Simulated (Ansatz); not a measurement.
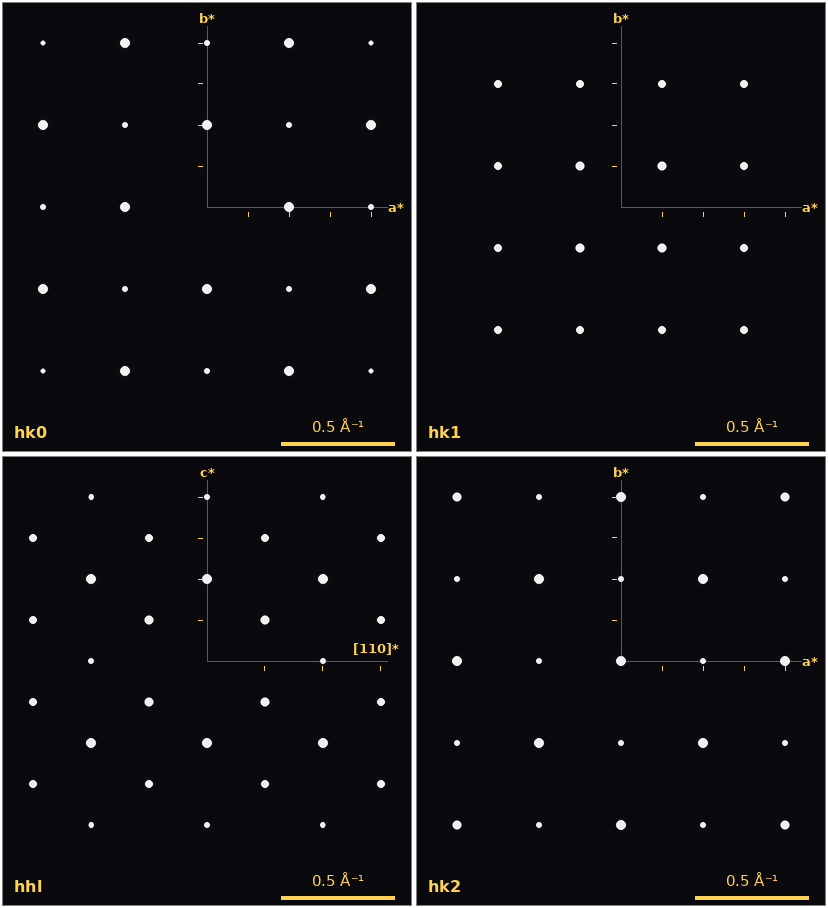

Simulated precession-type sections (neutrons; kinematic intensities, B = 0.5 Å²). The ticks mark integer indices of the conventional cell.

What cell do the layers give?

a* = 0.182, b* = 0.182, c* = 0.182 Å⁻¹; the cell is cubic with a = 5.50 Å.

List the systematic absences.

Reflections are present only under these conditions. hkl: h + k = 2n, h + l = 2n; hk0: h = 2n, k = 2n; hhl: h + l = 2n; h00: h = 2n. The lattice is face-centred (F).

Which space groups fit?

The intensities have Laue symmetry m-3m (the hk0 layer shows 4mm, hk1 shows 4mm). With these conditions the candidates are F432 (No. 209), F-43m (No. 216), Fm-3m (No. 225). Diffraction geometry alone does not choose among them; the structure has F-43m. The compound is MnAs. Structure: the input geometry of an electronic-structure calculation (not necessarily at equilibrium); the starting structure was generated, so it need not be a known form of this composition.
